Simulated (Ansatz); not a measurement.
CoO

```
Co O
1.0
     3.19765    0.00000    0.00000
    -1.59882    2.76924    0.00000
     0.00000    0.00000    5.22871
Co O
2 2
Cartesian
  0.0000 0.0000 0.0181
  0.0000 1.8462 2.6319
  0.0000 0.0000 1.9430
  0.0000 1.8462 4.5571
```

Space group P6₃mc; a structure from a database of computed crystals, not necessarily the ambient phase; computed pressure about 10 GPa in this cell; Hubbard U of 3.32 eV on Co d only; spin-polarised.

The calculation used DFT PBE+U, scalar-relativistic, plane waves, PAW (Ansatz 0.2.0).

> Predict the valence pseudo-density, electron localisation function and spin density between the atoms.

Co–O (1.92 Å): the density is about 0.72 e/Å³ at the midpoint; the ELF peaks at about 0.85 in the valence shell of O, 0.6 Å from its nucleus, and is about 0.20 at the midpoint; no localised pair shows between them.
The spin density sits on Co: +2.4 μB and −2.4 μB in one cell of 4 atoms, with smaller moments on O (±0.10 μB): antiferromagnetic in this solution, which needn't be the ground state, with some nearest magnetic neighbours parallel and some opposed. The cell of the calculation (4 atoms) carries 0.0 μB of net spin moment.

> Does the calculation make it a metal, or give it a gap?

It is gapped, with a Kohn–Sham gap of 1.1 eV on the k-point mesh, an upper bound to the gap of this method.

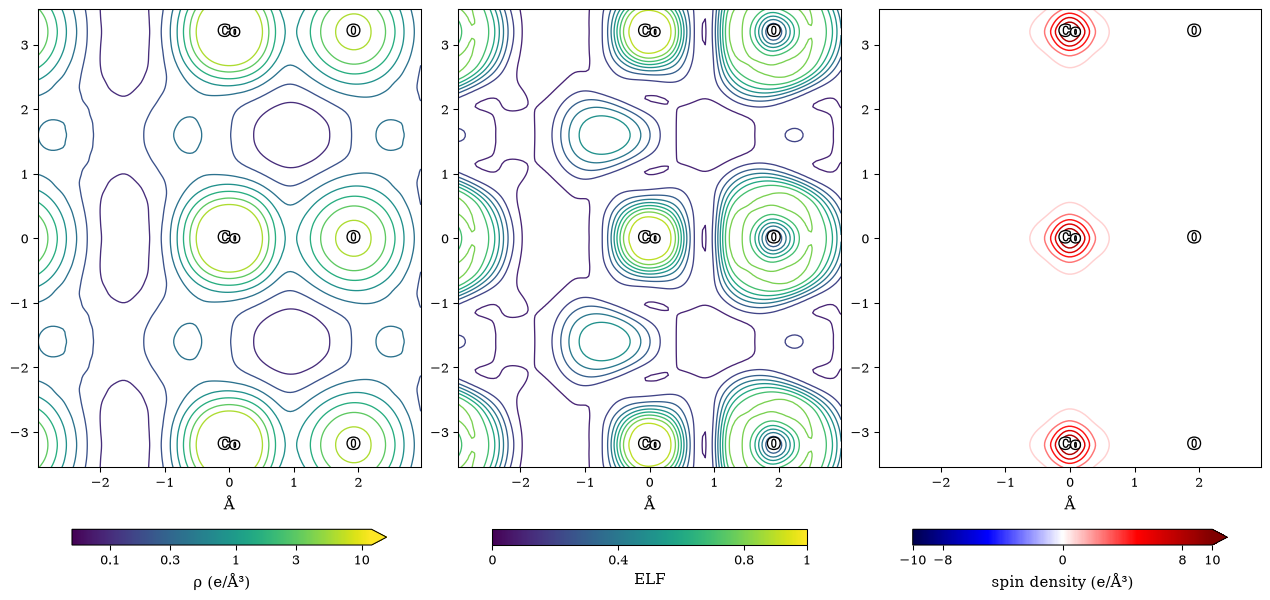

Computed valence pseudo-density, electron localisation function and spin density on the (11̄0) plane of the cell of the magnetic structure, in this order. Atoms just off the plane (Co, 0.9 Å away and O, 0.9 Å away) can leave unmarked features too.

In a PAW calculation such maps are meaningful between the atoms, not at the nuclei.
